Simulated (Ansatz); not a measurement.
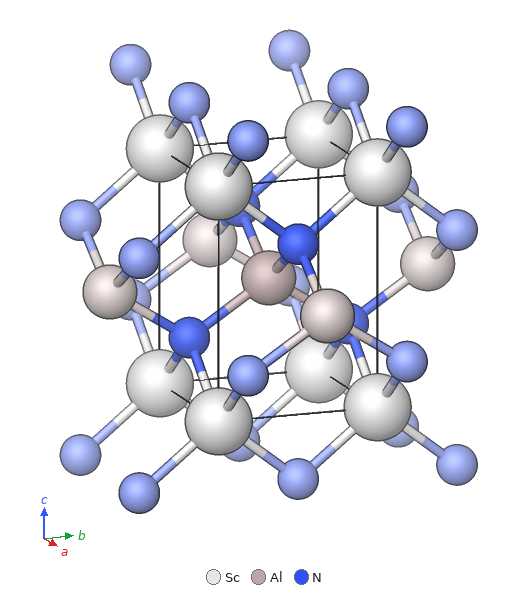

This ball-and-stick model is shown slightly off an axis. The conventional unit cell is drawn as a box. Bonds that leave the box are completed with the atoms at their other ends, in fainter colours. Cell: a = 3.28 Å, b = 3.28 Å, c = 4.68 Å, α = 90.00°, β = 90.00°, γ = 90.00°.

Source of the structure: a structure type filled with these elements by a generator (whether the compound takes this form wasn't checked). Earlier steps of the study may have refined or changed the cell and positions. Ansatz was used for an electronic-structure calculation on it.

### Summary of the structure:

It has the composition ScAlN2. Its lattice is primitive tetragonal, its space group P-4m2 (No. 115). The cell comprises 1 formula unit: 1 Sc, 1 Al, 2 N. The coordination shell of Sc holds four N in a distorted tetrahedral arrangement at about 2.1 Å. Al sits among four N in a tetrahedral arrangement at about 1.9 Å. N sits among two Sc and two Al in a distorted tetrahedral arrangement (about 2.1 Å to Sc, 1.9 Å to Al). The bonds build a three-dimensional framework.

Theory: DFT PBE, scalar-relativistic, plane waves, PAW in Ansatz. Numerical settings: plane-wave cutoff 420 eV, Brillouin-zone sampling on an 8×8×6 mesh, Gaussian smearing of 0.02 eV, no spin polarisation.

### How large a gap does the method give, if there is one?

A semiconductor at this level, with a gap of 2.18 eV, indirect.

### Give the Bader charge of each element.

Sc +1.80 e; Al +2.39 e; N -2.10 e.

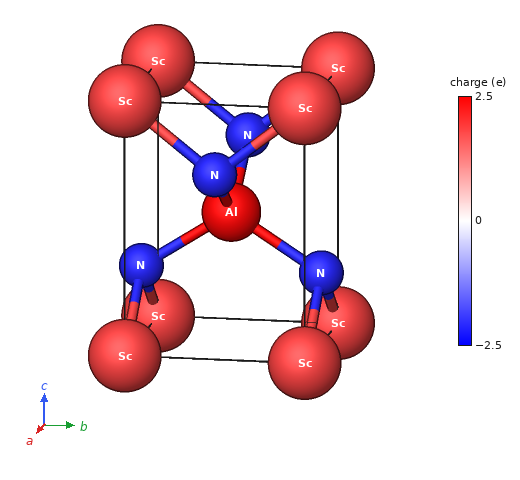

The atoms coloured by those charges. The run's cell of 4 atoms is drawn.

### Is the structure relaxed at this level of theory?

Yes. All forces vanish to within 0.01 eV/Å. The pressure is 0.0 GPa, close to zero.
